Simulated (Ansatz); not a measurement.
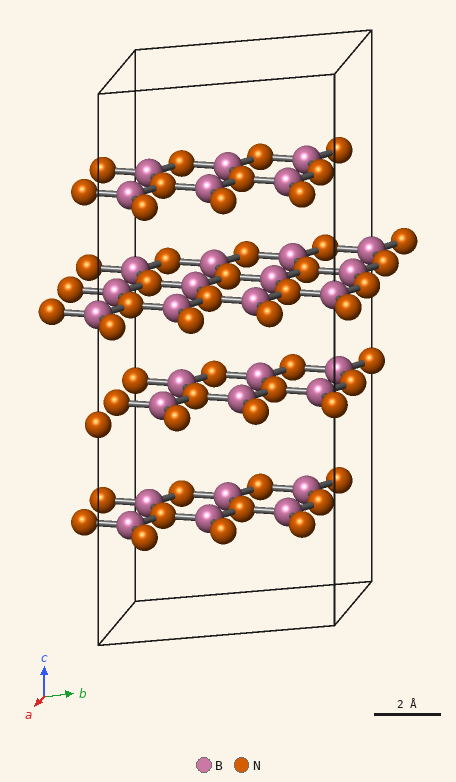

*The input geometry (ball-and-stick view of the 2 × 3 repeat of the cell, with the vacuum cut short, seen slightly off an axis; bonded neighbours outside the cell are drawn too).*

## Single-point calculation, with input and output: BN

System: BN (slab, 8 atoms in the cell).
Method: DFT PBEsol, scalar-relativistic, plane waves, PAW, no spin polarisation (Ansatz 0.2.0).

The structure derives from a Materials Project entry. It belongs to a series of runs on one base structure; here: (0 0 1) slab cut from the bulk.

**The input**
```yaml
crystal:
  lattice:
    - [2.5041946702, 0.0, 0.0]
    - [-1.2520973351, 2.1686962004, 0.0]
    - [0.0, 0.0, 25.4461306388]
  atoms:
    - { symbol: B, position: [0.6666666667, 0.3333333333, 0.294740293] }
    - { symbol: "N", position: [0.3333333333, 0.6666666667, 0.2948009271] }
    - { symbol: B, position: [0.3333333333, 0.6666666667, 0.4315598863] }
    - { symbol: "N", position: [0.0, 0.0, 0.4316205204] }
    - { symbol: B, position: [0.0, 0.0, 0.5683794796] }
    - { symbol: "N", position: [0.6666666667, 0.3333333333, 0.5684401137] }
    - { symbol: B, position: [0.6666666667, 0.3333333333, 0.7051990729] }
    - { symbol: "N", position: [0.3333333333, 0.6666666667, 0.705259707] }
basis:
  ecutwfc: 420
kpoints:
  mp_grid: { grid: [12, 12, 1] }
hamiltonian:
  xc: pbesol
scf:
  occupations: { method: gaussian, width: 0.05 }
output:
  forces: true
  stress: true
  eigenvalues: true
  write_density: true
  write_potential: true
  elf: true
  volumetric_format: npy
efield:
  axis: 3
  dipole_correction: true
  ramp_width: 0.04
```

Launched with:
```bash
ansatz run input.yaml --threads 1 --pin off --max-ram 2560MiB --backend cpu --events-out ev --progress --plain --runs-dir out
```

**What the program printed**
```
Engine: ansatz 0.2.0, aarch64-unknown-linux-gnu
Pseudopotentials: kind: paw
Pseudopotential: B, paw, valence charge 3, recommended cutoff 420 eV (normal), B.paw.azcp
Pseudopotential: N, paw, valence charge 5, recommended cutoff 420 eV (normal), N.paw.azcp
Functional definition: PBEsol
  exchange = pbesol_x
  correlation = pbesol_c
Crystal: 8 atoms, lattice volume = 138.194 Å³
Basis set: ecut = 420 eV, 2695 PW (Γ), exchange–correlation on 36×36×360 points (8 copies of the dense FFT grid, shifted against one another)
Bands: 24, of which v1, the nominal top of the filled ones, is band 16 counted from 1 (15 counted from 0)
Symmetry: 6 space group operations
Space group: P3m1 (ITA 156), of the structure as read, at distance tolerance 5.2e-5 Å
k-points: 19 of 144 (time reversal used)
Non-local potential: B, projectors of the file, l = 0: 2, l = 1: 2, l = 2: 1
Non-local potential: N, projectors of the file, l = 0: 2, l = 1: 2, l = 2: 1
PAW form: soft (Blöchl's): semilocal exchange-correlation on the pseudo side does not see the compensation charge
PAW frozen core: B, regenerated for the run's functional, and the local potential with it (the file was generated under x = pbe(κ = 0.804, μ = 0.2195149727645171), c = pbe(β = 0.06672455060314922))
PAW frozen core: N, regenerated for the run's functional, and the local potential with it (the file was generated under x = pbe(κ = 0.804, μ = 0.2195149727645171), c = pbe(β = 0.06672455060314922))
PAW one-centre angular grid: B, 110 points (default); XC on 64 Gauss nodes
PAW one-centre angular grid: N, 110 points (default); XC on 64 Gauss nodes
Initial density: superposition of atomic densities (neutral atoms: chi_scale 0, normalization atom), corrected by the library's trained network
Initial wavefunctions: pseudopotential atomic-orbital guess
Functional: x = pbesol(κ = 0.804, μ = 0.12345679012345678), c = pbesol(β = 0.046)
SCF iter   1: F=—  HF=-2135.118936 eV  |F-HF|=—  |Δ(HF+E_count)|=         —  Δρ=6.60e-3  dr2=5.34e-2  ethr=1.77e-3  p=-0.004 e·Å  D=-5.19e-3 V/Å  ΔV_dip=0.13 eV  dr2_dipole=6.00e-5  V_vac-E_F(+/−)=3.36/3.22 eV  ⟨swp⟩=7.9  Hψ=2713  notcnv=0
efield: sawtooth ramp at fractional position 0.9800 (placed from the atoms, in the widest stretch of the axis that holds none; the zero of the levels goes with the place), width 0.0400; the density the first Hamiltonian is built on has a dipole p = -0.004 e·Å; the dipole correction subtracts the counter field D = -5.19e-3 V/Å, which shifts the + side's vacuum level by +0.13 eV against the − side's; the planar-averaged density in the ramp window peaks in size at 1.2e-4 e/Å³
preconditioner: auto → none  [insulator: Δε(μ)=4.196 eV  Ē_g=14.950 eV  σ=0.050 eV  W_gap=1.00  n_scr=16 (ndim 8)  ℏωp=17.9 eV  f_vac=0.455  D(μ)=0.00/eV (n_scr^D=0)  ε∞_Penn≈2.4]
SCF iter   2: F=—  HF=-2135.108228 eV  |F-HF|=—  |Δ(HF+E_count)|=   1.07e-2  Δρ=2.31e-3  dr2=5.91e-3  ethr=1.67e-4  p=-0.009 e·Å  D=-1.15e-2 V/Å  ΔV_dip=0.29 eV  dr2_dipole=5.82e-6  V_vac-E_F(+/−)=3.82/3.53 eV  ⟨swp⟩=2.4  Hψ=983  notcnv=0  defer=63
SCF iter   3: F=—  HF=-2135.107027 eV  |F-HF|=—  |Δ(HF+E_count)|=   1.20e-3  Δρ=7.20e-4  dr2=3.56e-4  ethr=1.85e-5  p=-0.008 e·Å  D=-9.93e-3 V/Å  ΔV_dip=0.25 eV  dr2_dipole=1.26e-6  V_vac-E_F(+/−)=3.74/3.49 eV  ⟨swp⟩=2.0  Hψ=679  notcnv=0  defer=63
SCF iter   4: F=—  HF=-2135.107309 eV  |F-HF|=—  |Δ(HF+E_count)|=   2.82e-4  Δρ=1.91e-4  dr2=8.63e-5  ethr=1.11e-6  p=-0.009 e·Å  D=-1.13e-2 V/Å  ΔV_dip=0.29 eV  dr2_dipole=1.29e-6  V_vac-E_F(+/−)=3.83/3.54 eV  ⟨swp⟩=2.6  Hψ=675  notcnv=0  defer=63
SCF iter   5: F=—  HF=-2135.107329 eV  |F-HF|=—  |Δ(HF+E_count)|=   2.00e-5  Δρ=5.70e-5  dr2=2.15e-6  ethr=2.70e-7  p=-0.008 e·Å  D=-1.08e-2 V/Å  ΔV_dip=0.27 eV  dr2_dipole=1.35e-8  V_vac-E_F(+/−)=3.82/3.54 eV  ⟨swp⟩=2.0  Hψ=597  notcnv=0  defer=63
SCF iter   6: F=—  HF=-2135.107335 eV  |F-HF|=—  |Δ(HF+E_count)|=   6.10e-6  Δρ=1.31e-5  dr2=1.01e-7  ethr=6.71e-9  p=-0.008 e·Å  D=-1.08e-2 V/Å  ΔV_dip=0.28 eV  dr2_dipole=4.71e-9  V_vac-E_F(+/−)=3.82/3.55 eV  ⟨swp⟩=2.0  Hψ=635  notcnv=0  defer=63
iter 7 met the thresholds in force, and the SCF goes on: an eigenvalue changes by 42.50 meV, over its tolerance of 10.00 meV (output.eigenvalues, Limitations)
SCF iter   7: F=-2135.107336 eV  HF=-2135.107336 eV  |F-HF|=1.15e-7  |Δ(HF+E_count)|=   6.61e-7  Δρ=3.75e-6  dr2=2.36e-8  ethr=3.13e-10  p=-0.008 e·Å  D=-1.08e-2 V/Å  ΔV_dip=0.27 eV  dr2_dipole=2.75e-9  V_vac-E_F(+/−)=3.82/3.55 eV  ⟨swp⟩=16.9  Hψ=3806  notcnv=0
SCF iter   8: F=-2135.107336 eV  HF=-2135.107336 eV  |F-HF|=1.78e-9  |Δ(HF+E_count)|=   1.28e-7  Δρ=9.82e-7  dr2=9.31e-10  ethr=7.37e-11  p=-0.008 e·Å  D=-1.08e-2 V/Å  ΔV_dip=0.27 eV  dr2_dipole=5.46e-11  V_vac-E_F(+/−)=3.82/3.55 eV  ⟨swp⟩=11.3  Hψ=3242  notcnv=0
SCF 1 converged in 8 iterations: F = -2135.107336 eV  dr2 = 9.31e-10
  greatest PAW one-centre occupation: 0.795 electrons in one spin orbital (limit 2), on the N atom at site 3 (counted from 0), in its partial waves of l = 0
```

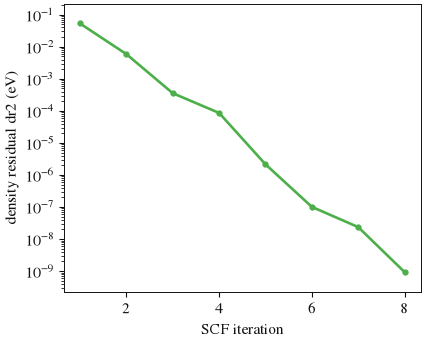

*Convergence of the self-consistent field: density residual dr2 against the SCF iteration.*

The residual falls at every step.

```
WARN: The output density's exchange-correlation potential varies sharply where the density is thin. Do not read a vacuum level from v_tot or v_xc, or from such a field of the output density. On a cell that repeats whose density bears no net charge and no dipole along the vacuum's axis use v_es (v_loc + v_h of the components); under efield.dipole_correction with no amplitude use v_es + v_field, which holds any external_charges[].barrier, or the levels of the report's work_function block, which leave it out; under a non-zero efield.amplitude the vacuum is tilted and has no level; on a cell that repeats and bears such a dipole with no correction it is tilted too, and efield.dipole_correction with no amplitude gives each side of its ramp a level where efield: is served; in a cell that repeats whose density bears a net charge (total_charge, or a fill off its count) it is curved and has none; of a slab under crystal.periodic whose density bears no net charge use v_es, which has a level on each side, short of where the two are joined; of another it falls or rises all the way out and has none; of a slab beside external_charges read slab_vacuum_level instead, which it has where they leave it neutral. The grid or the basis barely resolves most such structure, and the values can differ between equally converged runs; as a rule a tighter scf.convergence.dr2_threshold does not remove it. Where the density itself ripples (under the LDA too) a higher basis.ecutwfc lessens it. The files hold the spikes' plane waves up to the density's cutoff. Files: v_tot_of_output_density and the like, and their columns of v_z.tsv (output.write_potential); v_xc_of_output_density and the like, and their columns of v_comp_z.tsv (output.write_potential_components). Measured: with its Gaussian average of σ = 0.25 Å subtracted twice, the exchange-correlation potential is over 0.1 eV at 253 of the grid points where the equally averaged density (valence and model cores) is under 1e-3 e/Å³, and 0.296 eV at the most among them, at an averaged density of 2.1e-7 e/Å³. The input density's (outcome.potential() and, of a run that writes arrays, v_tot and v_xc) is over 0.1 eV, so measured, at 9 points of its own thin density, 0.140 eV at the most. See output.write_potential in the manual, Limitations
SCF converged after 8 iterations
an eigenvalue changed by more than its tolerance at an iteration that met the thresholds in force, so the SCF went on 1 time: the last check found none over its tolerance
Free energy (F): -2135.107336 eV
Harris-Foulkes:  -2135.107336 eV  (|F-HF|=1.78e-9)
Internal energy: -2135.107336 eV  (E = F + TS)
E sigma→0 (E₀):  -2135.107336 eV
Fermi energy:    1.840079 eV
Dipole field:    D = -0.010768 V/Å  (p = -0.008223 e·Å, saw-weighted, corrected)
Work function:   Φ+ = 3.8208 eV   Φ− = 3.5468 eV
Levels:          The Fermi level and band energies are counted from a zero that moves with the ramp; work functions are not
--- Per-component energies (eV) ---
  E_band       = -240.108238
  E_kinetic    = 730.746440
  E_local      = -17282.991301  (includes V_loc(G=0)·N_el)
  E_nonlocal   = 231.949626
  E_hartree    = 8313.196724
  E_xc         = -364.637933
  E_vxc        = -454.333229  (∫ρ·V_xc dr)
  E_paw        = -795.696798  (= ΣΔE_a)
  E_vpaw       = -91.875348  (= ΣTr[D̂ρ^β])
  E_aug_tail   = 0.000384  (compensation charges beyond the density's cutoff)
  E_efield     = 0.000044  (sawtooth field / dipole correction)
  E_vefield    = 0.000155  (∫n·V_field dr)
  E_ewald      = 7032.154239
  E_core_change = 0.171239  (= ΣΔE_core)
  E_smearing   = -0.000000  (= −TS)
  E_closure    = 0.000000  (closes the sum)
  Σ components = -2135.107336   (vs F -2135.107336, Δ=0.00e0)
--- Forces (eV/Å), atoms counted from 1 ---
  atom   1  B      0.00000000     0.00000000     0.04343117
  atom   2  N      0.00000000    -0.00000000    -0.04528843
  atom   3  B      0.00000000     0.00000000     0.01575958
  atom   4  N      0.00000000    -0.00000000    -0.01602612
  atom   5  B      0.00000000     0.00000000     0.01593813
  atom   6  N      0.00000000    -0.00000000    -0.01569108
  atom   7  B      0.00000000     0.00000000    -0.00531846
  atom   8  N      0.00000000    -0.00000000     0.00712816
  max |Σ_I F_I| component: 6.71e-5 eV/Å
--- Stress (GPa, compression-positive) ---
       -0.033919      -0.000000      -0.000000
       -0.000000      -0.033919       0.000000
       -0.000000       0.000000       0.023267
  P = ⅓ Tr σ = -0.0149 GPa (-0.149 kbar)
--- Band table (eV; the first three rows and the last of 19) ---
  k-point 0: bands = ["-18.1585", "-18.0505", "-17.9567", "-17.8447", "-6.3504", "-5.9443", "-5.4253", "-4.9471", "-1.8197", "-1.8197", "-1.7347", "-1.7347", "-1.6473", "-1.6473", "-1.5587", "-1.5587", "4.3829", "4.7566", "5.3260", "6.1529", "6.3972", "7.7453", "8.0287", "9.3007"]
  k-point 1: bands = ["-18.0236", "-17.9162", "-17.8227", "-17.7113", "-6.1645", "-5.7620", "-5.2482", "-4.7745", "-2.3803", "-2.2949", "-2.2074", "-2.1194", "-2.0802", "-1.9951", "-1.9077", "-1.8190", "4.6195", "4.9841", "5.5450", "6.3667", "6.6054", "7.9204", "8.1814", "9.3850"]
  k-point 2: bands = ["-17.6262", "-17.5206", "-17.4282", "-17.3186", "-5.6141", "-5.2244", "-4.7292", "-4.2705", "-3.7930", "-3.7054", "-3.6180", "-3.5310", "-2.7147", "-2.6294", "-2.5419", "-2.4531", "5.2761", "5.6272", "6.1591", "6.9790", "7.1488", "8.3568", "8.4276", "9.5737"]
  k-point 18: bands = ["-14.4274", "-14.3431", "-14.2556", "-14.1663", "-8.4647", "-8.3839", "-8.2964", "-8.2091", "-7.6443", "-7.5610", "-7.4736", "-7.3876", "-0.5235", "-0.4493", "-0.3618", "-0.2527", "4.0994", "4.1857", "4.2728", "4.4003", "11.5213", "11.5950", "11.6472", "11.7964"]
```

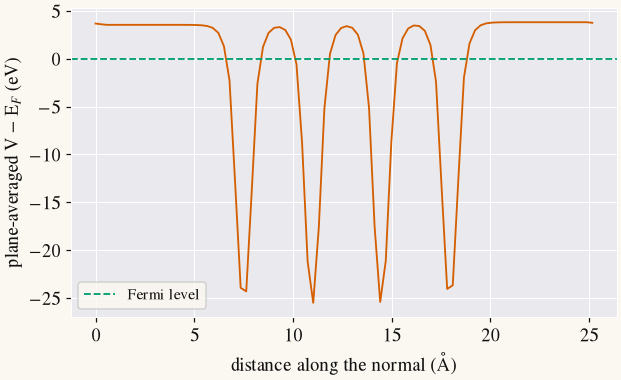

*Plane average of the electrostatic potential energy of an electron across the cell, from the Fermi level.*

The vacuum level lies 3.82 eV above the Fermi level on the upper side and 3.55 eV on the lower.

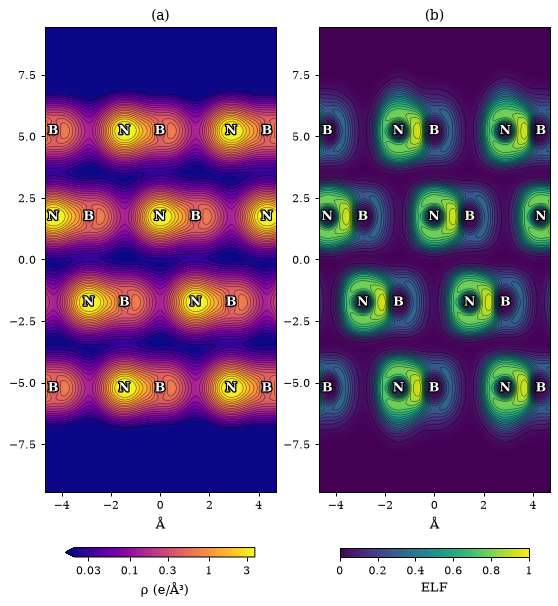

*(a) valence pseudo-density; (b) ELF on the (110) plane of the calculation cell, a cut from vacuum to vacuum.*

B–N (1.45 Å): ρ at the midpoint is about 1.8 e/Å³; the ELF peaks at about 0.95 between the atoms (a polar covalent bond). The density dies away to nearly zero in the vacuum. The fields are those of the smooth PAW valence density.

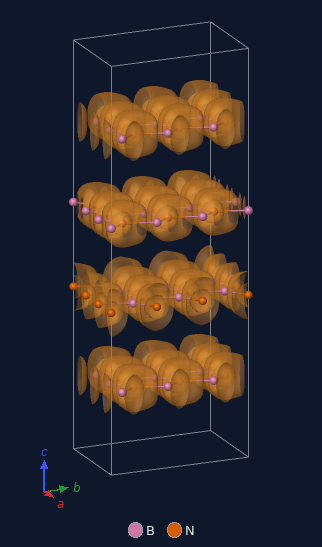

*Isosurface of the ELF at 0.7 (orange), seen slightly off an axis. Only the valence region is drawn (cores and ρ < 0.01 e/Å³ removed). Sticks mark near contacts.*

Counts are for one cell; the picture repeats the cell along the surface.  Values along the shortest contacts: B–N (1.45 Å): the ELF peaks at about 0.95 between the atoms, which marks a polar covalent bond.

**Summary**

- outcome: converged
- electrons treated: 32
- free energy: −2135.1073 eV
- work function, top face: 3.82 eV
- work function, bottom face: 3.55 eV
- Fermi energy: 1.840 eV
- gap on the k-point mesh: 4.19 eV
- work function (upper face): 3.82 eV
- largest force (length of the vector): 0.045 eV/Å
- hardware: 1 thread of Arm Neoverse V2, 128 GiB of memory available, shared host
- wall time: 10 s
- peak memory: 0.34 GiB

The program warns: the exchange-correlation potential is rough where the density is thin.
